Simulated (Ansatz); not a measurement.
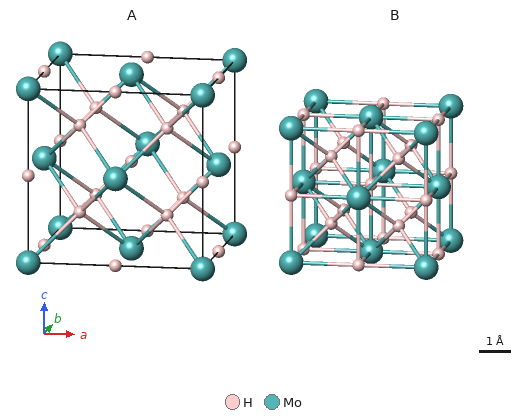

Two geometries of a crystal of MoH3 (a generated structure, set up in Fm-3m) (coarse preliminary run), drawn at one scale. One is the start of a relaxation, the other its converged end. A ball-and-stick model of the conventional cell (4 times the calculation's cell), seen slightly off an axis. Lengths and directions refer to the drawn axes.

Level of theory: Ansatz 0.2.0, DFT PBE, scalar-relativistic, plane waves, PAW. (plane-wave cutoff 420 eV; k-point mesh 6 × 6 × 6; occupations gaussian; smearing width 0.1 eV; no spin polarisation; cell and atoms relaxed; force threshold 0.04 eV/Å; at most 70 steps)

**Which of the two is the end point?**

Structure B is the relaxed one. No atom moves by more than 0.005 Å relative to the cell. The volume changes by −53.7 %, with a = b = c 5.838 → 4.515 Å (−22.7 %). Some distances before and after: H–Mo 2.919 → 2.257 Å, H–Mo 2.528 → 1.955 Å. New bonds form: H–Mo (2.92 → 2.26 Å). The space group stays Fm-3m (No. 225). After 6 accepted moves (7 points after the start) the energy has fallen by 1279 meV per atom. All forces vanish by symmetry, so only the cell relaxes. Pressure: −31.21 GPa at the start and −0.18 GPa at the end. At 1 point the geometry stayed and the basis and grid were re-selected for the new cell (energy shift of 2.1 meV per atom at most each time).
